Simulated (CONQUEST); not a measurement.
# Run report: Ge, density-of-states run

- system: Ge (8 atoms in the cell)
- method: Kohn-Sham DFT of a periodic cell, LDA-VWN, PseudoDojo NC LDA, no spin polarisation (CONQUEST 1.3)

The structure derives from a Materials Project entry.

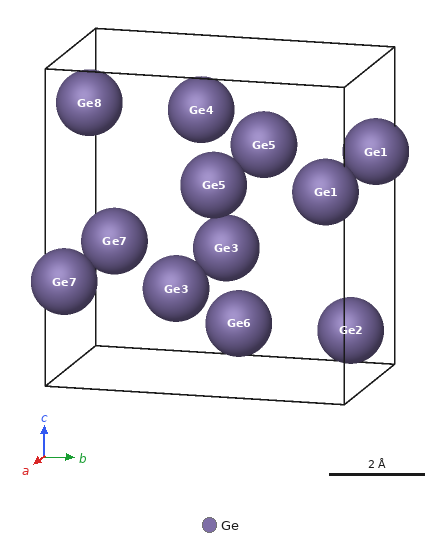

**Figure 1.** The structure (spheres-only view of the cell of the calculation, seen slightly off an axis; atoms are numbered from 1 in the order of the input).

Input:
```
IO.Title Ge
IO.Coordinates coords.dat
IO.FractionalAtomicCoords T
IO.Iprint 2
IO.Iprint_init 1
General.NumberOfSpecies 1
General.PseudopotentialType hamann
General.FunctionalType -1007
General.DifferentFunctional T
AtomMove.TypeOfRun static
AtomMove.FullStress T
Grid.GridCutoff 200
DM.SolutionMethod diagon
Diag.MPMesh T
Diag.GammaCentred T
Diag.MPMeshX 3
Diag.MPMeshY 2
Diag.MPMeshZ 2
Diag.kT 0.00367493
minE.SCTolerance 1e-4
Diag.SmearingType 1
Diag.MPOrder 2
SC.MaxIters 100
IO.AtomChargeOutput T
SC.WaveDependentMetric T
General.PartitionMethod Hilbert
IO.writeDOS T
IO.write_proj_DOS T
%block ChemicalSpeciesLabel
1 72.610 Ge
%endblock
```

Machine: 1 thread of Intel Xeon @ 2.50GHz (Skylake/Cascade Lake), 16 GiB of memory available, shared host.

Launch command:
```bash
Conquest, then PostProcessCQ with the Process lines added to Conquest_input
```

Log:
```
Simulation cell dimensions:     7.5543 a0 x    12.4710 a0 x    13.0845 a0

      Atomic coordinates (a0)
         Atom         X         Y         Z  Species
            1    0.0000   11.6866    8.7230        1
            2    3.7772   11.6866    2.1808        1
            3    0.0000    5.4511    4.3615        1
            4    3.7772    5.4511   10.9038        1
            5    0.0000    7.0200    8.7230        1
            6    3.7772    7.0200    2.1808        1
            7    0.0000    0.7844    4.3615        1
            8    3.7772    0.7844   10.9038        1

         Monkhorst-Pack mesh:   3 x   2 x   2 gamma-centred
        This calculation includes non-local pseudopotentials,
         with a maximum core radius of      7.01066423

    Job title: Ge
    Job to be run: static calculation

    Ground state search:
      Support functions represented with PAO basis
      1:1 PAO to SF mapping
      Non-spin-polarised electrons
      Solving for the K matrix using diagonalisation
      Using order  2 Methfessel-Paxton smearing

    Integration grid size:     60 x   80 x   96

    Integration grid spacing:  0.126 a0 x 0.156 a0 x 0.136 a0

    Number of species:  1
    --------------------------------------------------------
    |   #  mass (au)  Charge (e)  SF Rad (a0)  NSF  Label  |
    --------------------------------------------------------
    |   1     72.610      14.000        7.171   18  Ge     |
    --------------------------------------------------------
          SCF tolerance:                 0.00010000
          SCF iterations:               100

    LibXC version:  6. 2. 2
    Using the LDA functional Slater exchange
    Using the LDA functional Vosko, Wilk & Nusair (VWN5)

           radial cut-off to be used is taken to be max PAO cut-off radius for this species:    7.010664

           greatest ang. mom. for making density from PAOs:  2
    Minimum blocs/proc is     7200. Maximum blocs/proc is     7200
    set_atom_dens: In set_atomic_density, electrons :     112.000000000000
 matrix_size & matrix_size_padH =          144         144

    Screened ion int: energy:    -561.358942283465 Ha

    new_SC_potl: Starting.  Tolerance:  0.10000E-03

    PulayMixSC: Starting Pulay mixing, A_up =  0.500 A_dn =  0.500
    PulayMixSC: Spin non-polarised calculation.
    PulayMixSC: with wave dependent metric, q1 =  0.100
          Harris-Foulkes Energy            :      -713.837367035318834 Ha
          GroundState Energy (kT --> 0)    :      -713.837237889983726 Ha
          Free Energy (E-TS)               :      -713.837194841538690 Ha
          DFT Total Energy                 :      -713.810545829992748 Ha
          Total number of electrons        :       111.999999999996504
    PulayMixSC: Pulay iteration     1 residual:              0.11182E-02
          Harris-Foulkes Energy            :      -713.818631717342100 Ha
          GroundState Energy (kT --> 0)    :      -713.818577520960730 Ha
          Free Energy (E-TS)               :      -713.818559455500235 Ha
          DFT Total Energy                 :      -713.814162842522705 Ha
          Total number of electrons        :       112.000047895725331
    PulayMixSC: Pulay iteration     2 residual:              0.46953E-03
          Harris-Foulkes Energy            :      -713.814804190156906 Ha
          GroundState Energy (kT --> 0)    :      -713.814764743908654 Ha
          Free Energy (E-TS)               :      -713.814751595159237 Ha
          DFT Total Energy                 :      -713.814784038553057 Ha
          Total number of electrons        :       112.000087131904323
    PulayMixSC: Pulay iteration     3 residual:              0.54733E-04
    PulayMixSC: Reached SCF tolerance of  0.54733E-04 after      3 iterations
      | Number of electrons      =       112.000087
      |* band energy as 2Tr[K.H] =       -98.402799934375039 Ha
      |  screened ion-ion energy =      -561.358942283465126 Ha
      |  Ha correction           =         1.821930922654227 Ha
      |  XC correction           =       -55.876964611189372 Ha
      | GS Energy with kT -> 0   =      -713.814764743908654 Ha
      | Free Energy as E-TS      =      -713.814751595159237 Ha
      |* Harris-Foulkes energy   =      -713.814804190156906 Ha
      |* DFT total energy        =      -713.814784038553057 Ha
      |  estimated accuracy      =        -0.000020151603849 Ha
    get_E_and_F: Change in energy during last step of electronic optimisation:  0.38275E-02

    BIBLIOGRAPHY: Please consider citing the following references in the conquest.bib file

    CONQUEST:         Bowler2002pt, Miyazaki2004, Nakata2020
    Basis:            Bowler2019
    DM:               Bowler:2006xr
    Pseudopotentials: Hamann2013, Bowler2019
    XC references from LibXC:
      P. A. M. Dirac.,  Math. Proc. Cambridge Philos. Soc. 26, 376 (1930)

    Warnings written to file Conquest_warnings; please check
```

File coords.dat:
```
    7.5543424030     0.0000000000     0.0000000000
    0.0000000000    12.4710169184     0.0000000000
    0.0000000000     0.0000000000    13.0845048603
8
  0.0000000000   0.9370987500   0.6666666670 1 T T T
  0.5000000000   0.9370987500   0.1666666670 1 T T T
  0.0000000000   0.4370987500   0.3333333330 1 T T T
  0.5000000000   0.4370987500   0.8333333330 1 T T T
  0.0000000000   0.5629012500   0.6666666670 1 T T T
  0.5000000000   0.5629012500   0.1666666670 1 T T T
  0.0000000000   0.0629012500   0.3333333330 1 T T T
  0.5000000000   0.0629012500   0.8333333330 1 T T T
```

File PostProcessCQ.log:
```
CONQUEST charge density conversion and STM image simulation

D. R. Bowler (UCL) and A. Nakata (NIMS)

  Creating projected density of states (pDOS); also generating DOS

  Calculating density of states (DOS)
    Reading k-points from eigenvalues file, not setting from input file
    Fermi level:     -0.16509 Ha   (=    -4.492 eV)
  Reading bands between   -0.100E+13Ha and    0.100E+13Ha
  Bands     1 to   144 were written out by CONQUEST
  DOS lower limit set by user:     -0.61510 Ha
  DOS upper limit set by user:      0.18490 Ha
  Sigma set by user:     0.003000 Ha
  Dividing DOS into   501 bins of width     0.001648 Ha
 iDOS_low is    40.083333321299804
  DOS between      -0.627 Ha and Ef integrates to       31.833 electrons
  DOS between      -0.627 Ha and       0.197 Ha integrates to       70.775 electrons

  Calculating projected density of states (DOS)
    Resolving in l
    Producing pDOS for all atoms in cell
  Opening block file: hilbert_make_blk.dat
  Original run on        1 processors
  Results of integrating pDOS between      -0.627 and       0.197 Ha (electrons per atom).
       Atom       Total        l=0        l=1        l=2
          1       3.979      1.387      2.309      0.283
          2       3.979      1.387      2.309      0.283
          3       3.979      1.387      2.309      0.283
          4       3.979      1.387      2.309      0.283
          5       3.979      1.387      2.309      0.283
          6       3.979      1.387      2.309      0.283
          7       3.979      1.387      2.309      0.283
          8       3.979      1.387      2.309      0.283
  Integrated pDOS:      31.833 electrons
```

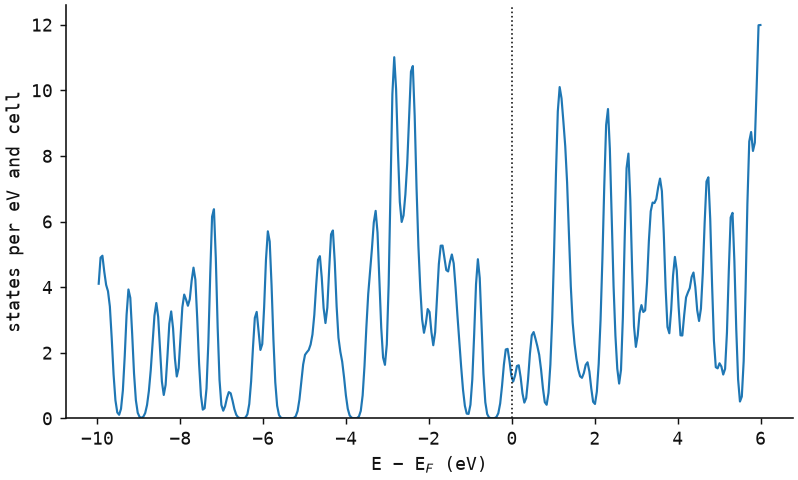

**Figure 2.** Density of states from the levels on the mesh of the run, whose fine structure reflects that mesh, with energies from the Fermi level of the run. At the top of the window the curve may fall because the computed bands end.

Summary:

| quantity | value |
| --- | --- |
| outcome | converged |
| space group (tolerance 0.01 Å) | P6₃/mmc (194) |
| electrons treated | 112 |
| free energy | −19423.8889 eV |
| Fermi energy of the self-consistent step | −4.492 eV |
| gap on the k-point mesh | 0.21 eV |
| wall time | 43 s |
| peak memory | 2.3 GiB |

Remarks:

Settings chosen away from the usual ones: SC.WaveDependentMetric set to T; minE.SCTolerance set to 1e-4; General.PartitionMethod set to Hilbert. The settings depart from the standard set-up of this series, which can bear on the numbers. Further notes kept with the run: read_and_write: Functional in input file differs to pseudopotential but proceeding: -1007 -1012.
